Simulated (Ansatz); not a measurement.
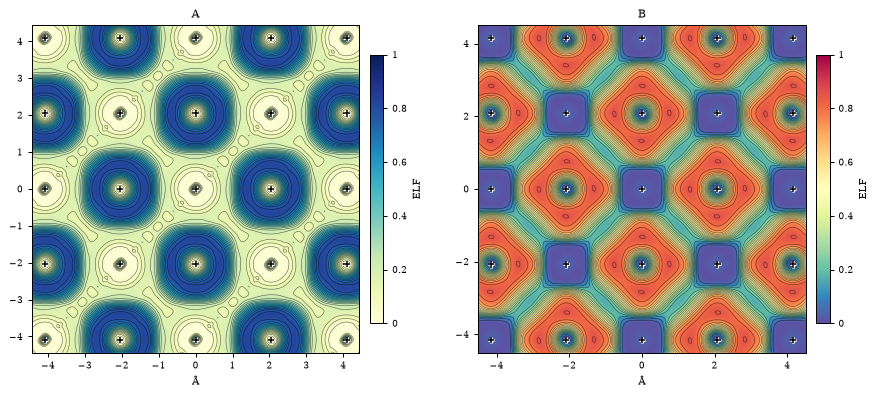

The electron localisation function of 2 systems, each on a plane through atoms (crosses mark nuclei in the plane).

All numbers below come from DFT, HSE06, plane waves, PAW in Ansatz 0.2.0.

System 1: GaN, the (100) plane of the conventional cell. Space group Fm-3m; started from the rocksalt prototype, which need not be the ambient phase; changed on purpose from its base cell (hydrostatic strain -3.0%); computed pressure about 26 GPa in this cell.

System 2: AlN, the (100) plane of the conventional cell. Space group Fm-3m; started from the rocksalt prototype, which need not be the ambient phase; changed on purpose from its base cell (hydrostatic strain +3.0%); computed pressure about −22 GPa in this cell.

Question: Match each panel to its system.

Answer: Panel A is system 1, GaN: the plane holds Ga and N. Ga–N (2.05 Å): the ELF peaks at about 0.85 in the valence shell of N, 0.7 Å from its nucleus, and is about 0.35 at the midpoint. Panel B is system 2, AlN: the plane holds Al and N. Al–N (2.08 Å): the ELF peaks at about 0.85 in the valence shell of N, 0.8 Å from its nucleus, and is about 0.80 at the midpoint.
